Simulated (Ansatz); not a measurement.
System: Li.

Input

```
crystal:
  lattice:
    - [0.0, -2.0395296964, -2.0954789853]
    - [0.0, 2.0395296964, -2.0954789853]
    - [4.0790593928, 0.0, 0.0]
  atoms:
    - { symbol: Li, position: [0.5, 0.5, 0.4683365949] }
    - { symbol: Li, position: [0.0, 0.0, 0.0316634051] }
basis:
  ecutwfc: 520.0
kpoints:
  mp_grid: { grid: [16, 16, 10] }
hamiltonian:
  xc: pbesol
  pseudopotentials: { kind: paw }
  dispersion: d3bj
scf:
  occupations: { method: gaussian, width: 0.15 }
output:
  forces: true
  stress: true
  eigenvalues: true
  write_density: true
  write_potential: true
  elf: true
  volumetric_format: npy
```

Run with:

```sh
ansatz run input.yaml --threads 1 --pin off --max-ram 2048MiB --backend cpu --events-out ev --progress --plain --runs-dir out
```

Below, planes, directions and counts refer to the conventional cell (a = 4.08 Å, b = 4.19 Å, c = 4.08 Å, α = 90.00°, β = 90.00°, γ = 90.00°).

Space group Cmme; changed on purpose from its base cell (mode 6 frozen in at -0.133 Å, equal normal strain along x and y -0.0267); not relaxed (largest force 0.6 eV/Å).

These are results of DFT PBEsol+D3(BJ), scalar-relativistic, plane waves, PAW (Ansatz), not measurements.

> Predict the valence pseudo-density and electron localisation function between the atoms.

Li–Li (2.71 Å): ρ at the midpoint is about 0.07 e/Å³; the ELF reaches about 0.50 near the midpoint.
The ELF has a maximum of about 0.75 in the space between the atoms, 2.0 Å from six Li atoms, on no atom or two-centre bond.

> Does the calculation make it a metal, or give it a gap?

It is metallic or semimetallic at this level of theory: no gap opens.

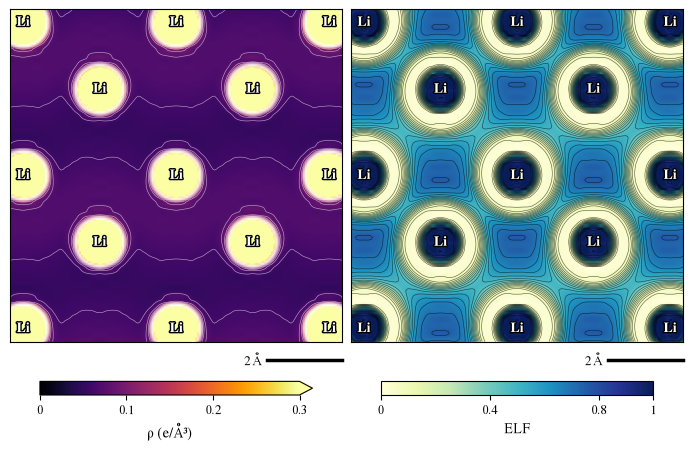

Computed valence pseudo-density and electron localisation function on the (010) plane of the conventional cell, in this order. 
